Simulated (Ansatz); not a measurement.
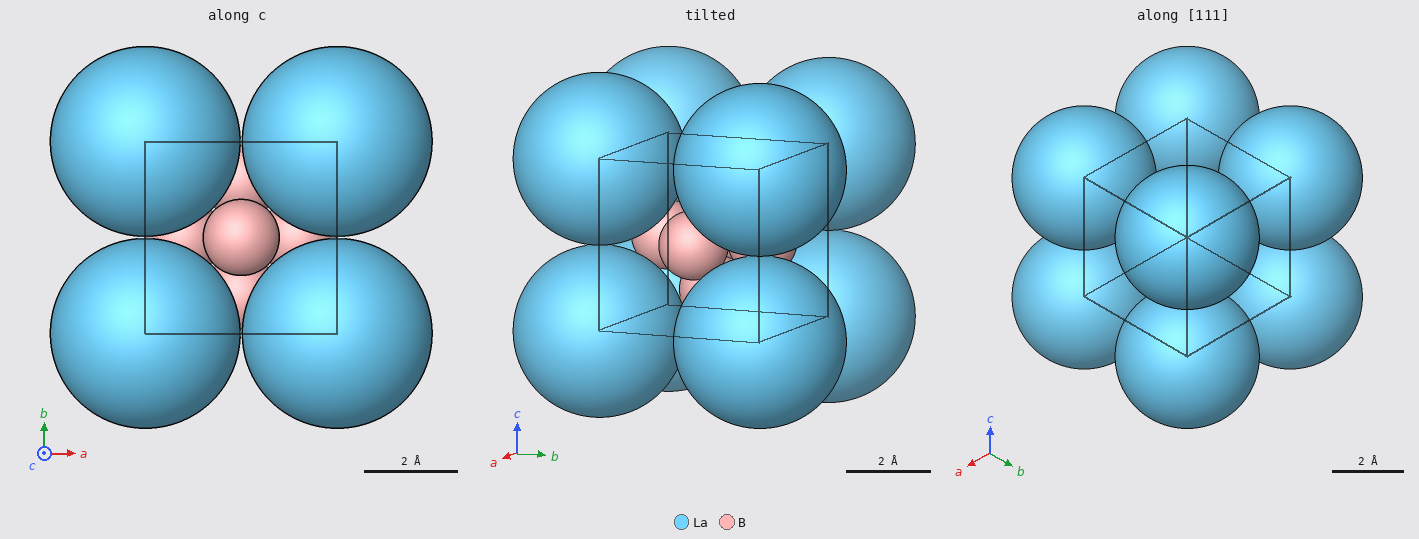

Shown here is a space-filling view of the crystal, taken along the c axis, slightly off an axis and along [111]. The parallelepiped is the conventional unit cell.

The lattice constants are a = 4.15 Å, b = 4.15 Å, c = 4.15 Å, α = 90.00°, β = 90.00°, γ = 90.00°.

The composition is LaB6.

### Space group?

Pm-3m (No. 221), with La on 1a and B on 6f.

### Identify the structure type.

CaB₆ type.

The structure was taken from a structure type known for this compound. What is shown is the relaxed result from Ansatz 0.2.0, DFT PBE, scalar-relativistic, plane waves, PAW.
